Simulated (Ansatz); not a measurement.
Cell and atoms:

```
Cu
1.0
     2.53050    0.00000    0.00000
    -1.26525    2.19148    0.00000
     0.00000    0.00000   14.38957
Cu
6
Cartesian
  0.0000 1.4610 5.1623
  0.0000 1.4610 11.2922
  0.0000 1.4610 1.0325
  1.2653 0.7305 9.2272
  1.2653 0.7305 13.3571
  1.2653 0.7305 3.0974
```

**Describe what this structure looks like.**

The element is copper. The structure has P-3m1 (No. 164) symmetry and a primitive hexagonal lattice. The cell holds six atoms. Cu takes three kinds of site: 2d with nine Cu at 2.53 Å; 2d with twelve Cu in an anticuboctahedral arrangement at 2.53 Å; 2d with twelve Cu in an anticuboctahedral arrangement at 2.53 Å. The bonds build Cu layers parallel to (001).

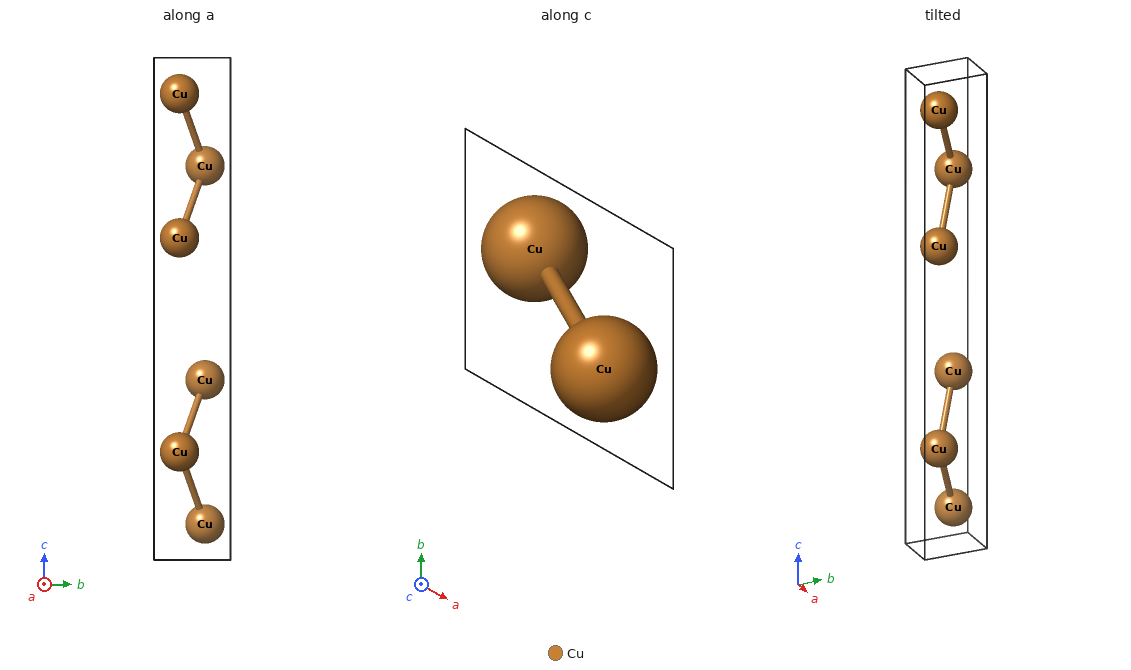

An orthographic ball-and-stick view of the structure, along the a axis, along the c axis and slightly off an axis. The edges of the conventional unit cell are marked. Colours: copper orange.

The model was built from a structure listed in the Materials Project. The cell was then strained or its atoms displaced on purpose. It went into a calculation with Ansatz.
